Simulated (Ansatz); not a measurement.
Here is a crystal structure:

```
CELL_PARAMETERS angstrom
7.04121 0.00000 0.00000
0.00000 7.04121 0.00000
0.00000 0.00000 7.04121
ATOMIC_POSITIONS crystal
Sr 0.00000 0.00000 0.00000
Cl 0.25000 0.75000 0.75000
Cl 0.25000 0.25000 0.75000
Sr 0.00000 0.50000 0.50000
Cl 0.25000 0.25000 0.25000
Cl 0.25000 0.75000 0.25000
Sr 0.50000 0.00000 0.50000
Cl 0.75000 0.75000 0.25000
Cl 0.75000 0.25000 0.25000
Sr 0.50000 0.50000 0.00000
Cl 0.75000 0.25000 0.75000
Cl 0.75000 0.75000 0.75000
```

### Work out the structure from the coordinates.

The material is SrCl$_{2}$. The lattice is face-centred cubic and the space group Fm-3m (No. 225). Its structure type: fluorite (CaF₂ type). There are 12 atoms in the cell: 4 Sr, 8 Cl. The neighbours of Sr are eight Cl in a cubic arrangement at 3.05 Å. Cl is coordinated by four Sr in a tetrahedral arrangement at 3.05 Å. The bonds build a three-dimensional framework.

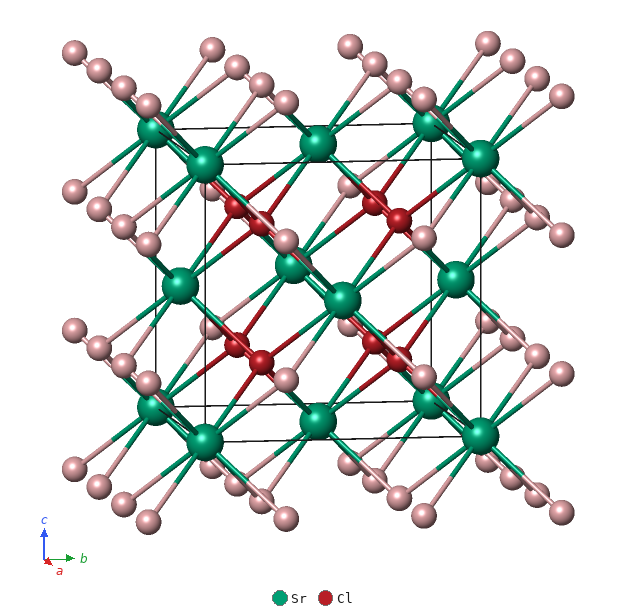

Structure drawing (ball-and-stick), viewed slightly off an axis. The conventional unit cell is drawn as a box. The bonded neighbours beyond the faces are included, in fainter colours.

The structure was taken from a structure type known for this compound. The atoms were relaxed in a fixed cell with DFT PBE, scalar-relativistic, plane waves, PAW (Ansatz 0.2.0).
